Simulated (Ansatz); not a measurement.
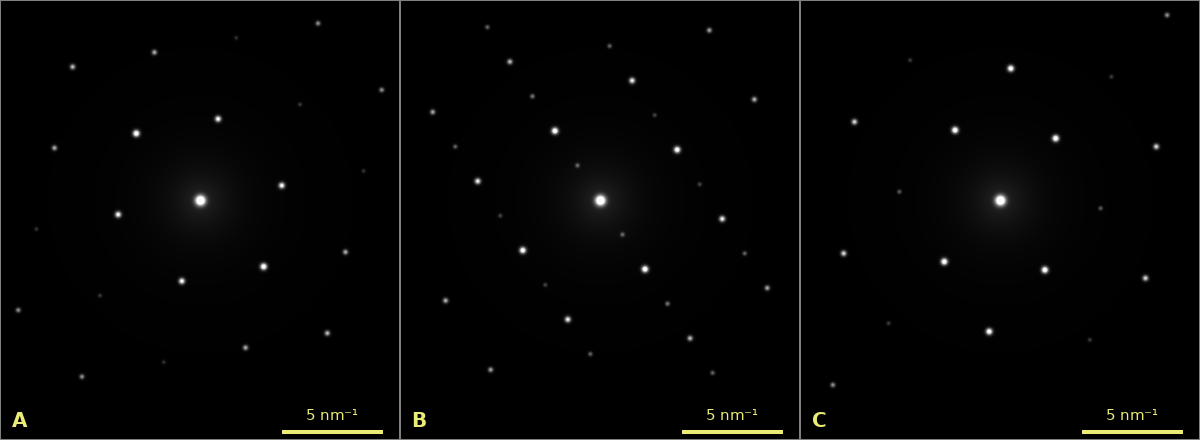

Simulated selected-area electron diffraction patterns (300 kV, kinematic approximation, thin crystal, B = 0.5 Å² for all atoms).

All three come from Mo, space group Fmmm (No. 69), a = 3.031 Å, b = 4.342 Å, c = 9.696 Å. Structure: the geometry relaxed with Ansatz, DFT PBEsol, scalar-relativistic, plane waves, PAW; the starting structure was generated, so it need not be a known form of this composition.

Q: Assign the zone axes [011], [100], [101] to A, B and C.

A: A is [101]: centred rectangular net of -1 1 1 at d = 2.41 Å and -1 -1 1 at d = 2.41 Å, at 67.3°. B is [100]: rectangular net of 0 0 2 at d = 4.85 Å and 0 2 0 at d = 2.17 Å, at 90.0°. C is [011]: centred rectangular net of 1 -1 1 at d = 2.41 Å and 1 1 -1 at d = 2.41 Å, at 74.8°.
